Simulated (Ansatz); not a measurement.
# Two runs on C

System: C (Fd-3m, 2 atoms in the cell).
Method of run 1: DFT PBE, scalar-relativistic, plane waves, PAW, no spin polarisation (Ansatz 0.2.0).

The structure was built on a prototype by a generator; it need not be a known phase. Text and figures count atoms from 1; the logs count them from 0 in places.

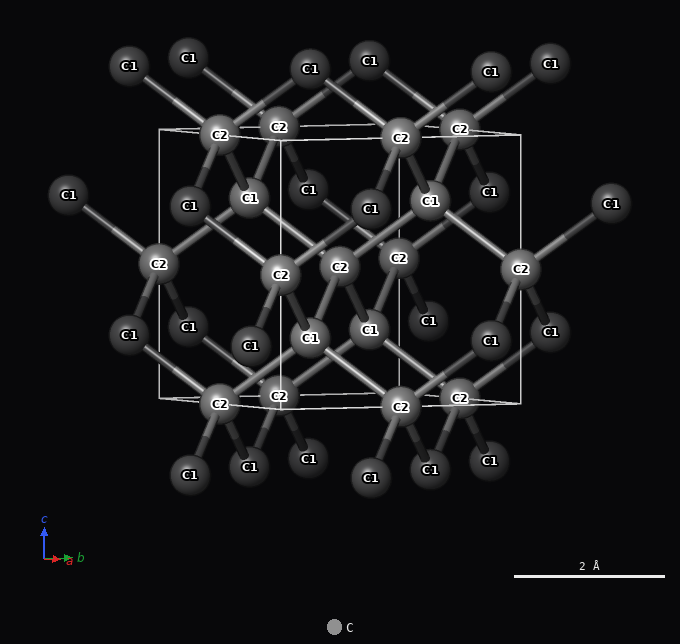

The structure (ball-and-stick view of the cell 4 times as large as that of the calculation, set on its symmetry axes, seen at an oblique angle; neighbours outside the cell are drawn fainter; atoms are numbered from 1 in the order of the input). Near neighbours in the crystal (not all of them lie inside the picture): C has 4 C at 1.56 Å.

### The input, run 1
```yaml
crystal:
  lattice:
    - [0.0, 1.8065450012, 1.8065450012]
    - [1.8065450012, 0.0, 1.8065450012]
    - [1.8065450012, 1.8065450012, 0.0]
  atoms:
    - { symbol: C, position: [0.75, 0.75, 0.75] }
    - { symbol: C, position: [0.5, 0.5, 0.5] }
basis:
  ecutwfc: 420
  ecutrho_ratio: 4
kpoints:
  mp_grid: { grid: [10, 10, 10] }
hamiltonian:
  xc: pbe
scf:
  occupations: { method: gaussian, width: 0.05 }
output:
  forces: true
  stress: true
  eigenvalues: true
```

Hardware: 4 threads of an Arm (aarch64) CPU, shared host.

### Output, shortened to warnings, some set-up lines, iterations and results (run 1)
```
Basis set: ecut = 420 eV, 259 PW (Γ), exchange–correlation on 36×36×36 points (8 copies of the dense FFT grid, shifted against one another)
Symmetry: 48 space group operations
k-points: 47 of 1000
Initial density: superposition of atomic densities (neutral atoms: chi_scale 0, normalization atom), corrected by the library's trained network
[...]
SCF iter   1: F=—  HF=-501.597533 eV  |F-HF|=—  |Δ(HF+E_count)|=         —  Δρ=2.23e-3  dr2=3.03e-4  ethr=1.77e-3  ⟨swp⟩=4.6  Hψ=2420  notcnv=0
SCF iter   2: F=—  HF=-501.597537 eV  |F-HF|=—  |Δ(HF+E_count)|=   4.17e-6  Δρ=1.09e-3  dr2=6.75e-5  ethr=3.79e-6  ⟨swp⟩=2.2  Hψ=912  notcnv=0
SCF iter   3: F=—  HF=-501.597555 eV  |F-HF|=—  |Δ(HF+E_count)|=   1.82e-5  Δρ=1.13e-4  dr2=8.83e-7  ethr=8.44e-7  ⟨swp⟩=2.6  Hψ=559  notcnv=0
SCF iter   4: F=-501.597555 eV  HF=-501.597555 eV  |F-HF|=4.29e-8  |Δ(HF+E_count)|=   2.51e-7  Δρ=2.35e-5  dr2=1.02e-8  ethr=1.10e-8  ⟨swp⟩=2.4  Hψ=565  notcnv=0
SCF iter   5: F=-501.597555 eV  HF=-501.597555 eV  |F-HF|=2.21e-10  |Δ(HF+E_count)|=   4.45e-8  Δρ=1.56e-6  dr2=6.35e-11  ethr=1.27e-10  ⟨swp⟩=2.4  Hψ=548  notcnv=0
SCF iter   6: F=-501.597555 eV  HF=-501.597555 eV  |F-HF|=5.68e-13  |Δ(HF+E_count)|=  2.44e-10  Δρ=2.34e-7  dr2=3.80e-12  ethr=1.00e-12  ⟨swp⟩=1.0  Hψ=1117  notcnv=0
SCF 1 converged in 6 iterations: F = -501.597555 eV  dr2 = 3.80e-12
SCF converged after 6 iterations
Free energy (F): -501.597555 eV
Harris-Foulkes:  -501.597555 eV  (|F-HF|=5.68e-13)
Internal energy: -501.597555 eV  (E = F + TS)
E sigma→0 (E₀):  -501.597555 eV
Fermi energy:    14.673258 eV
--- Per-component energies (eV) ---
  E_band       = 31.077863
  E_kinetic    = 181.908426
  E_local      = -125.234510  (includes V_loc(G=0)·N_el)
  E_nonlocal   = 52.868633
  E_hartree    = 27.316368
  E_xc         = -96.744244
  E_vxc        = -120.053562  (∫ρ·V_xc dr)
  E_paw        = -198.214657  (= ΣΔE_a)
  E_vpaw       = -13.043897  (= ΣTr[D̂ρ^β])
  E_aug_tail   = 0.000019  (compensation charges beyond the density's cutoff)
  E_ewald      = -343.497591
  E_smearing   = -0.000000  (= −TS)
  E_closure    = 0.000000  (closes the sum)
  Σ components = -501.597555   (vs F -501.597555, Δ=0.00e0)
--- Forces (eV/Å), atoms counted from 1 ---
  atom   1  C      0.00000000    -0.00000000    -0.00000000
  atom   2  C      0.00000000     0.00000000     0.00000000
  max |Σ_I F_I| component: 1.11e-16 eV/Å
--- Stress (GPa, compression-positive) ---
      -14.057511      -0.000000      -0.000000
       -0.000000     -14.057511       0.000000
       -0.000000      -0.000000     -14.057511
  P = ⅓ Tr σ = -14.0575 GPa (-140.575 kbar)
```

For run 2 the input was changed thus:
```diff
-    - [0.0, 1.8065450012, 1.8065450012]
-    - [1.8065450012, 0.0, 1.8065450012]
-    - [1.8065450012, 1.8065450012, 0.0]
+    - [0.0, 1.775, 1.775]
+    - [1.775, 0.0, 1.775]
+    - [1.775, 1.775, 0.0]
```

Predict how the results change.

With the same functional and potentials, run 2 lies 6.5 meV per atom lower. The gap on the mesh goes from 4.10 to 4.21 eV. The pressure goes from −14.06 to 8.14 GPa. The volume per atom goes from 5.90 to 5.59 Å³. The cell is scaled evenly with the atoms at fixed fractional positions, so −ΔP/Δ ln V estimates the bulk modulus midway between the two volumes: about 420 GPa. The number of SCF iterations is the same. The plane waves at Γ go from 259 to 229.

### Output, shortened to warnings, some set-up lines, iterations and results (run 2)
```
Basis set: ecut = 420 eV, 229 PW (Γ), exchange–correlation on 36×36×36 points (8 copies of the dense FFT grid, shifted against one another)
Symmetry: 48 space group operations
k-points: 47 of 1000
Initial density: superposition of atomic densities (neutral atoms: chi_scale 0, normalization atom), corrected by the library's trained network
[...]
SCF iter   1: F=—  HF=-501.610304 eV  |F-HF|=—  |Δ(HF+E_count)|=         —  Δρ=1.73e-3  dr2=5.66e-5  ethr=1.77e-3  ⟨swp⟩=4.6  Hψ=2426  notcnv=0
SCF iter   2: F=—  HF=-501.610447 eV  |F-HF|=—  |Δ(HF+E_count)|=   1.43e-4  Δρ=8.85e-4  dr2=1.62e-5  ethr=7.07e-7  ⟨swp⟩=2.0  Hψ=934  notcnv=0
SCF iter   3: F=—  HF=-501.610510 eV  |F-HF|=—  |Δ(HF+E_count)|=   6.33e-5  Δρ=1.25e-4  dr2=1.10e-6  ethr=2.02e-7  ⟨swp⟩=2.1  Hψ=557  notcnv=0
SCF iter   4: F=—  HF=-501.610510 eV  |F-HF|=—  |Δ(HF+E_count)|=   3.18e-7  Δρ=5.62e-5  dr2=2.17e-7  ethr=1.38e-8  ⟨swp⟩=1.0  Hψ=377  notcnv=0
SCF iter   5: F=-501.610510 eV  HF=-501.610510 eV  |F-HF|=1.12e-9  |Δ(HF+E_count)|=   4.51e-8  Δρ=7.91e-6  dr2=3.37e-9  ethr=2.72e-9  ⟨swp⟩=2.2  Hψ=561  notcnv=0
SCF iter   6: F=-501.610510 eV  HF=-501.610510 eV  |F-HF|=3.32e-11  |Δ(HF+E_count)|=  6.74e-10  Δρ=1.41e-6  dr2=9.98e-11  ethr=4.22e-11  ⟨swp⟩=1.1  Hψ=1130  notcnv=0
SCF 1 converged in 6 iterations: F = -501.610510 eV  dr2 = 9.98e-11
SCF converged after 6 iterations
Free energy (F): -501.610510 eV
Harris-Foulkes:  -501.610510 eV  (|F-HF|=3.32e-11)
Internal energy: -501.610510 eV  (E = F + TS)
E sigma→0 (E₀):  -501.610510 eV
Fermi energy:    15.676147 eV
--- Per-component energies (eV) ---
  E_band       = 36.056572
  E_kinetic    = 185.516028
  E_local      = -121.371760  (includes V_loc(G=0)·N_el)
  E_nonlocal   = 53.489989
  E_hartree    = 26.572226
  E_xc         = -97.685302
  E_vxc        = -121.290656  (∫ρ·V_xc dr)
  E_paw        = -198.529534  (= ΣΔE_a)
  E_vpaw       = -13.431421  (= ΣTr[D̂ρ^β])
  E_aug_tail   = 0.000016  (compensation charges beyond the density's cutoff)
  E_ewald      = -349.602173
  E_smearing   = -0.000000  (= −TS)
  E_closure    = 0.000000  (closes the sum)
  Σ components = -501.610510   (vs F -501.610510, Δ=0.00e0)
--- Forces (eV/Å), atoms counted from 1 ---
  atom   1  C      0.00000000     0.00000000     0.00000000
  atom   2  C      0.00000000     0.00000000     0.00000000
  max |Σ_I F_I| component: 3.70e-17 eV/Å
--- Stress (GPa, compression-positive) ---
        8.140293       0.000000      -0.000000
       -0.000000       8.140293       0.000000
       -0.000000       0.000000       8.140293
  P = ⅓ Tr σ = 8.1403 GPa (81.403 kbar)
```

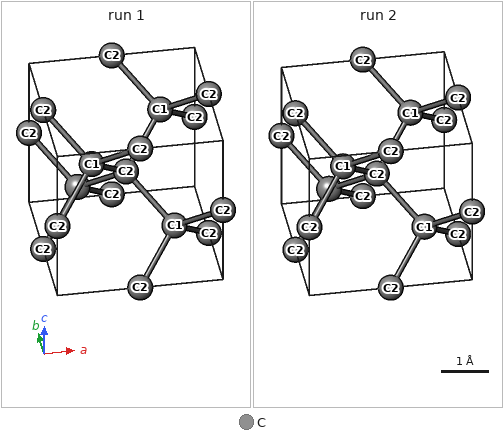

The two input geometries at one scale (ball-and-stick view of the cell 4 times as large as that of the calculation, set on its symmetry axes, seen at an oblique angle). The atoms keep their places relative to the cell (all moves are under 0.005 Å). The drawn cell changes as follows: a = b = c 3.613 → 3.550 Å (−1.7 %); the volume changes by −5.1 %. Among the contacts that change: C1–C2 1.565 → 1.537 Å.

### The two runs side by side

| quantity | run 1 | run 2 |
| --- | --- | --- |
| outcome | converged | converged |
| free energy per atom (eV) | −250.7988 | −250.8053 |
| gap on the mesh (eV) | 4.10 | 4.21 |
| pressure (GPa) | −14.06 | 8.14 |
| volume per atom (Å³) | 5.90 | 5.59 |
| largest force (eV/Å) | 0.000 | 0.000 |
| SCF iterations | 6 | 6 |
| irreducible k-points | 47 | 47 |
| plane waves at Γ | 259 | 229 |

For run 1: The cell is under a tension of 14.1 GPa at this level, so it is not at its equilibrium volume. For run 2: The cell is under a pressure of 8.1 GPa at this level, so it is not at its equilibrium volume.
